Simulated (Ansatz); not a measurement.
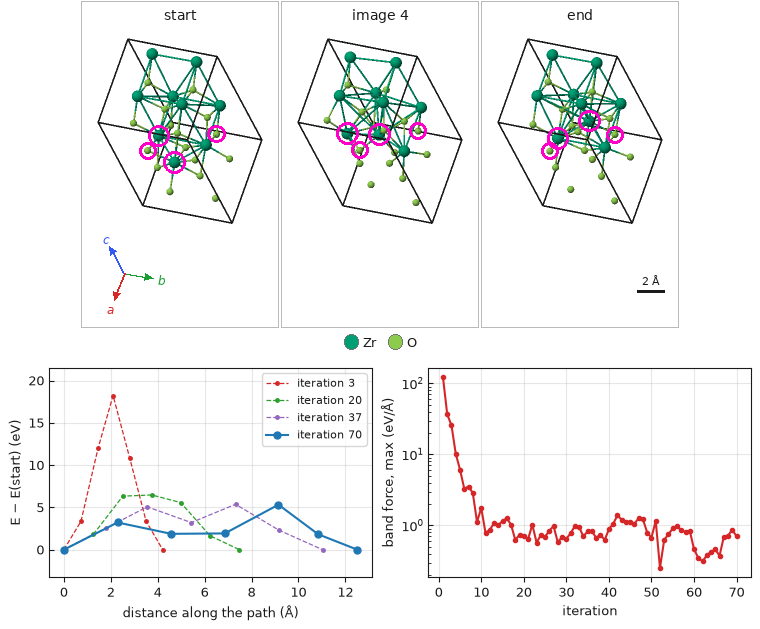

A search for the minimum-energy path of a defect cell of composition Zr9O16 (25 atoms in the cell) by the nudged elastic band. Images are numbered from 0 (start) to 6 (end). The plot follows the band through its iterations. Style: ball-and-stick. Shown: the simulation cell (origin moved), from a free direction. The atoms that move most are ringed. Bonds to atoms that aren't drawn are left out.

Method: Ansatz, DFT PBE, scalar-relativistic, plane waves, PAW. Set-up: plane-wave cutoff 420 eV; k-point mesh 2 × 2 × 2; Gaussian smearing 0.02 eV; 5 movable images; climbing image.

Question: How did the profile develop, and is the result final?

Answer: The result isn't final. The band hadn't converged when the run stopped after 70 iterations. The largest component of the band force went from 120 to 0.7 eV/Å. The barrier read from it is provisional: over the last two iterations the highest image moved from 5.21 eV to 5.32 eV. The first iteration put the highest image at 52.69 eV. The two ends have the same energy, and the highest point, image 4, lies 5.32 eV above the start.

Limits of the set-up: the periodic images lie only 7.2 Å apart, so the values are limited by the cell's size.

The run took 37 min on 4 threads of Oxide Virtual Turin-like Processor (Zen 5), with other jobs on the host, peak memory 2.1 GiB.
